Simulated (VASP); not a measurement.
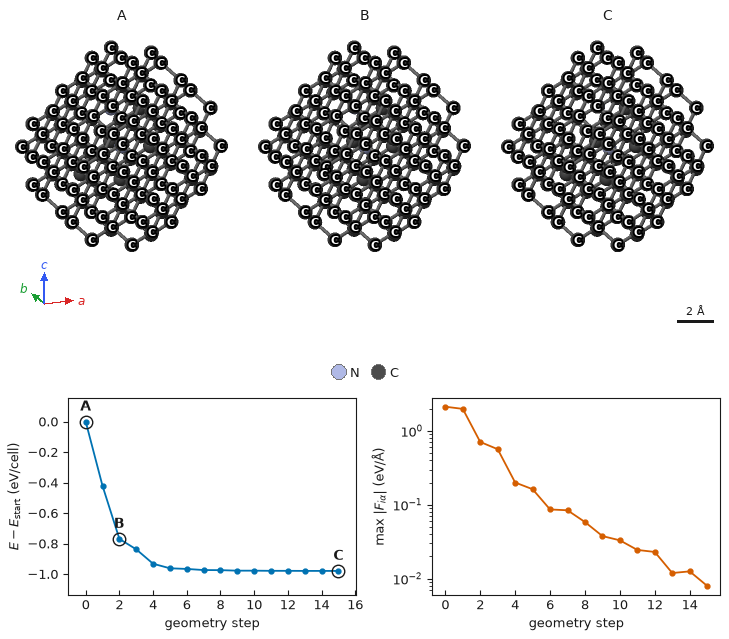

Frames of a relaxation of a defect cell of composition C$_{213}$N$_{2}$ (cell charge −1), marked on the history of the run. Style: ball-and-stick. Shown: the atoms within 5.8 Å of the atom that moves most (axes of the cell of the calculation), slightly off an axis.

The run lets the atoms move in a fixed cell.

Computed with VASP 6.6.1, Kohn-Sham DFT of a periodic cell, PBE, VASP PAW PBE potentials, recommended.

The input:
```
PREC = Accurate ; ENCUT = 420
EDIFF = 1E-5 ; ISMEAR = 0
SIGMA = 0.01 ; LREAL = Auto
LASPH = T ; NELM = 100
ALGO = Fast ; ISIF = 2
LWAVE = F ; LCHARG = F
ISPIN = 2 ; MAGMOM = 0 0 0 0 0 0 0 0 0 0 0 0 0 0 0 0 0 0 0 0 0 0 0 0 0 0 0 0 0 0 0 0 0 0 0 0 0 0 0 0 0 0 0 0 0 0 0 0 0 0 0 0 0 0 0 0 0 0 0 0 0 0 0 0 0 0 0 0 0 0 0 0 0 0 0 0 0 0 0 0 0 0 0 0 0 0 0 0 0 0 0 0 0 0 0 0 0 0 0 0 0 0 0 0 0 0 0 0 0 0 0 0 0 0 0 0 0 0 0 0 0 0 0 0 0 0 0 0 0 0 0 0 0 0 0 0 0 0 0 0 0 0 0 0 0 0 0 0 0 0 0 0 0 0 0 0 0 0 0 0 0 0 0 0 0.5 0 0 0 0 0 0 0 0 0 0 0 0 0 0 0 0 0 0 0 0 0 0 0 0 0 0 0 0 0 0 0 0 0 0.5 0 0 0 0 0 0 0 0 0 0 0 0 0 0 0 0
LORBIT = 11 ; NUPDOWN = 1
GGA = PE ; IBRION = 2
NSW = 40 ; EDIFFG = -0.01
NELECT = 863 ; ISYM = 0
NCORE = 1 ; LUSENCCL = F
```

Run as
```bash
cat potpaw_PBE.64/N/POTCAR potpaw_PBE.64/C/POTCAR > POTCAR
mpirun -np 1 vasp_gam > vasp.out
```

Describe the path.

Answer. Over 15 geometry steps the energy falls by 0.979 eV per cell of the calculation. Largest force component: 2.1 eV/Å at the start, 0.008 eV/Å at the end. The largest moves, 0.14 Å, are those of N atoms. Largest moves by element: N 0.14 Å, C 0.09 Å. The cell doesn't change. Some distances before and after: C–N 1.547 → 1.471 Å, C–C 1.547 → 1.488 Å, C–C 1.547 → 1.571 Å. Bond angles that change, for instance: C–C–C 109.5° → 113.6°, C–N–C 109.5° → 113.1°, C–C–C 109.5° → 107.1°. From step 0 to 2: N atoms move most (0.08 Å), energy −0.769 eV per cell of the calculation. From step 2 to 15: N atoms move most (0.06 Å), energy −0.210 eV per cell of the calculation.

```tsv
step	E − E(0), meV/atom	largest force component, eV/Å
0	0.00	2.1292
1	-1.96	1.9897
2	-3.58	0.7095
3	-3.89	0.5664
4	-4.33	0.2005
5	-4.47	0.1627
6	-4.49	0.0866
7	-4.53	0.0844
8	-4.53	0.0585
9	-4.55	0.0378
10	-4.55	0.0331
11	-4.55	0.0245
12	-4.55	0.0230
13	-4.55	0.0119
14	-4.55	0.0126
15	-4.55	0.0080
```

Limits of the set-up: the cell is charged, on a uniform background, and energies carry no finite-size correction.
